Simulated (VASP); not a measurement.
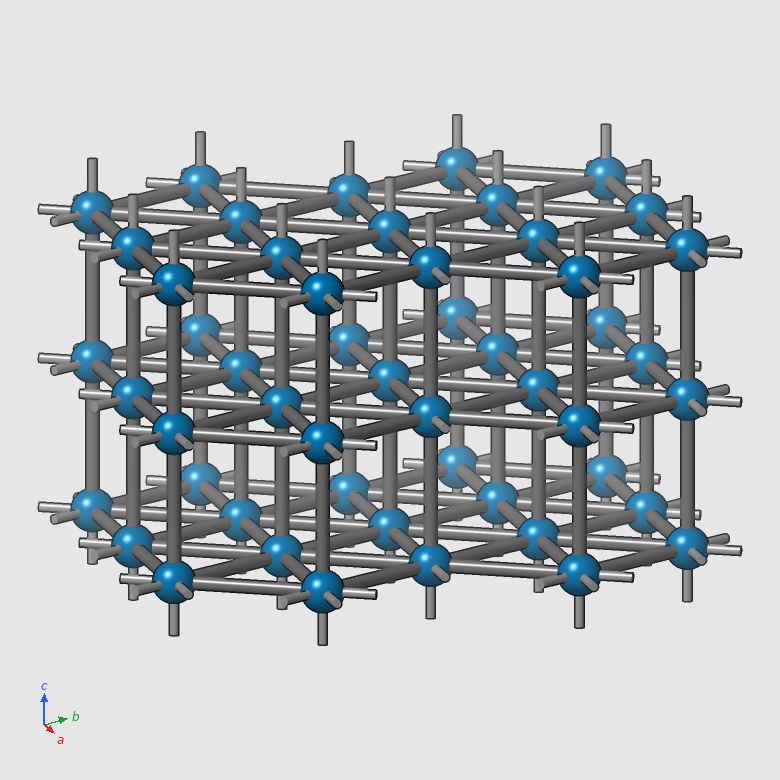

A cut-out of a periodic net derived from a crystal structure. Nodes are coloured by topological kind. Short stubs are edges that leave the cut-out.

**Describe the net.**

A uninodal 8-connected, three-periodic net. It is the hex net, known from the primitive hexagonal lattice.

**Give point symbol and coordination sequence.**

3⁶·4¹⁸·5³·6, sequence 8, 26, 56, 98, 152.

Where the net comes from. The compound is Mg (space group P6/mmm, No. 191), taken as a cell listed in the Materials Project, as set up for an electronic-structure calculation. Bonds are taken as Mg–Mg below 3.4 Å. Simplification: prune 0- and 1-connected atoms, fold 2-connected ones into links. Mg is an 8-connected node.
